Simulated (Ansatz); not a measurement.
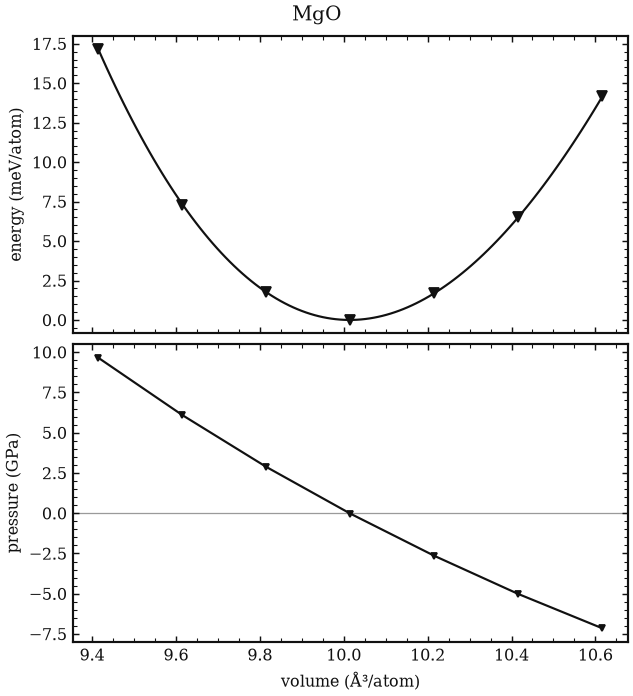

The figure shows the energy and pressure against volume for MgO, space group P-6m2 (No. 187).

The given structure:
```
Mg O
1.0
     2.93802    0.00000    0.00000
    -1.46901    2.54440    0.00000
     0.00000    0.00000    2.67968
Mg O
1 1
Direct
  0.00000 0.00000 0.00000
  0.33333 0.66667 0.50000
```

How it was computed, with Ansatz 0.2.0: plane-wave DFT, no spin polarisation; energies at scaled volumes of the given cell, shape and fractions fixed, counted from the fit's minimum, third-order Birch-Murnaghan fit. Level: PBE.

```tsv
setting	value
k mesh	10×10×10
occupations	Fermi–Dirac
smearing width	0.05 eV
potentials	Ansatz PAW
wave cutoff	420 eV
density cutoff	1680 eV
```

**Give the fitted equation-of-state parameters.**

A third-order Birch–Murnaghan fit gives V0 = 10.01 Å³/atom, B0 = 138 GPa and B′ = 4.1.

**How does the pressure vary with volume?**

It falls from 9.65 GPa at volume 9.41 Å³/atom to −7.15 GPa at 10.62 Å³/atom, and changes sign near 10.01 Å³/atom.

Caveats: shape and atomic fractions are frozen while scaling, which makes layered, chain and framework solids too stiff.
